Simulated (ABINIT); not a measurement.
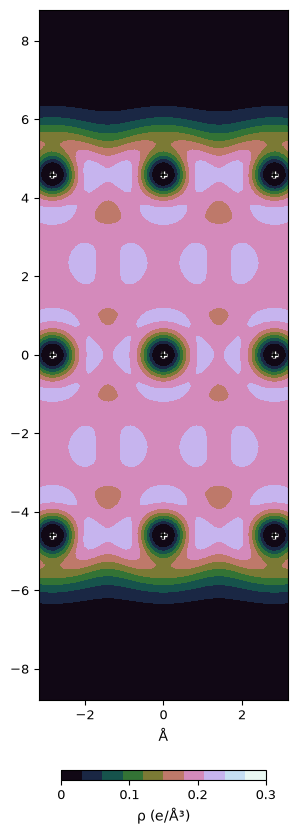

The valence electron density on a plane through atoms (crosses mark nuclei in the plane).

The calculation used Kohn-Sham DFT of a periodic cell, PBE, JTH PAW PBE v2.0 in ABINIT 10.8.3.

Candidates:
A. Al (slab), a = 2.83 Å, b = 2.83 Å, c = 24.19 Å, α = 90.00°, β = 90.00°, γ = 120.00°. 
B. BN, a = 2.50 Å, b = 6.99 Å, c = 4.33 Å, α = 90.00°, β = 90.00°, γ = 90.00°. Space group Fmm2; a structure from a database of computed crystals, not necessarily the ambient phase; computed pressure about 3 GPa in this cell.
C. Co (slab), a = 2.49 Å, b = 2.49 Å, c = 25.08 Å, α = 90.00°, β = 90.00°, γ = 120.00°. Not relaxed (largest force 0.4 eV/Å); spin-polarised.

Which system is this?

Answer. Candidate A: Al on the (11̄0) plane of the calculation cell, a cut from vacuum to vacuum, which holds Al. Al–Al (2.83 Å): ρ is about 0.21 e/Å³ halfway.
